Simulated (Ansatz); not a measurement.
SiC3

```xyz
12
Lattice="2.7479 0.0000 0.0000 -1.3740 2.3798 0.0000 0.0000 0.0000 14.0922" Properties=species:S:1:pos:R:3 pbc="T T T"
C     0.0000    0.0000    0.1226
C     1.3740    0.7932    4.8201
C     0.0000    1.5865    9.5174
C     0.0000    1.5865    2.1770
C     0.0000    0.0000    6.8743
C     1.3740    0.7932   11.5718
C     0.0000    1.5865    0.6432
C     0.0000    0.0000    5.3407
C     1.3740    0.7932   10.0380
Si    1.3740    0.7932    2.9289
Si    0.0000    1.5865    7.6263
Si    0.0000    0.0000   12.3236
```

Space group R3m; started from the ordered alloy on diamond lattice prototype, which need not be the ambient phase; changed on purpose from its base cell (epitaxial xy strain -2.9%); not relaxed (largest force 0.4 eV/Å); computed pressure about 19 GPa in this cell.

Method: DFT, PBE, plane waves, PAW in Ansatz.

Core electrons are frozen (PAW), and the valence fields are smoothed inside the atomic spheres.

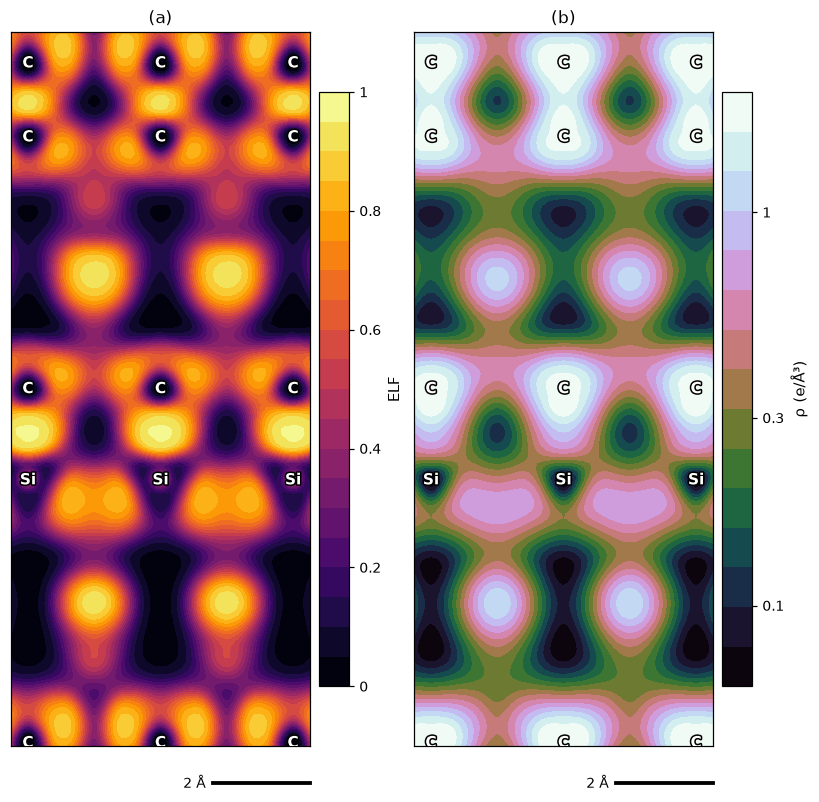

Figure 1. (a) ELF; (b) valence pseudo-density on the (100) plane of the conventional cell.

> What do the fields say about this system?

- The plane passes through C and Si nuclei.
- Atoms just off the plane (C, 0.8 Å away and Si, 0.8 Å away) can leave unmarked features too.
- C–C (1.53 Å): ρ is about 1.6 e/Å³ halfway; the ELF peaks at about 0.90 between the atoms; a shared electron pair.
- Si–C (1.89 Å): ρ is about 0.94 e/Å³ halfway; the ELF peaks at about 0.95 between the atoms: a covalent bond.
- Between the atoms the lowest density in this plane is 0.06 e/Å³.

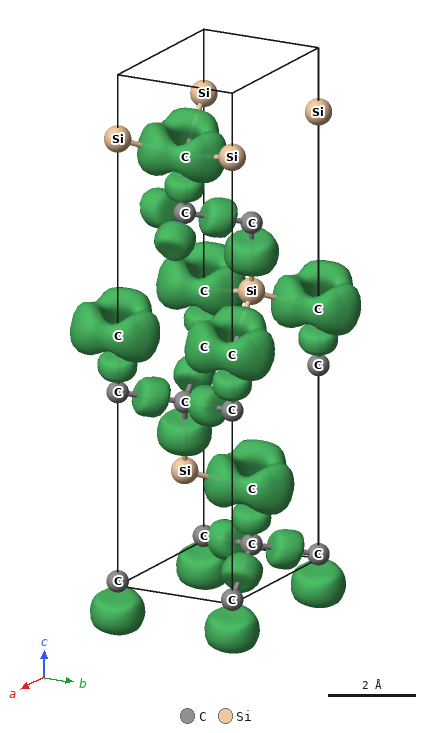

Figure 2. Isosurface of the electron localisation function at 0.75 (green), seen at an oblique angle. Only the valence region is drawn (cores and ρ < 0.01 e/Å³ removed). Sticks mark near contacts.

> Describe the localisation domains.

At this value the surface marks out twelve regions between bonded C–C atoms (shared pairs), three regions between bonded C–Si atoms (shared pairs) and three regions on C in which the atom's valence shell and bonds are merged, counted in one cell of 12 atoms. Any copies at cell faces, edges or corners count once.


 Si–C (1.76 Å): the ELF peaks at about 0.90 between the atoms; localised, covalent bonding.

> Does the calculation make it a metal, or give it a gap?

It is gapped, with a Kohn–Sham gap of 1.1 eV on the k-point mesh, an upper bound to the gap of this method.
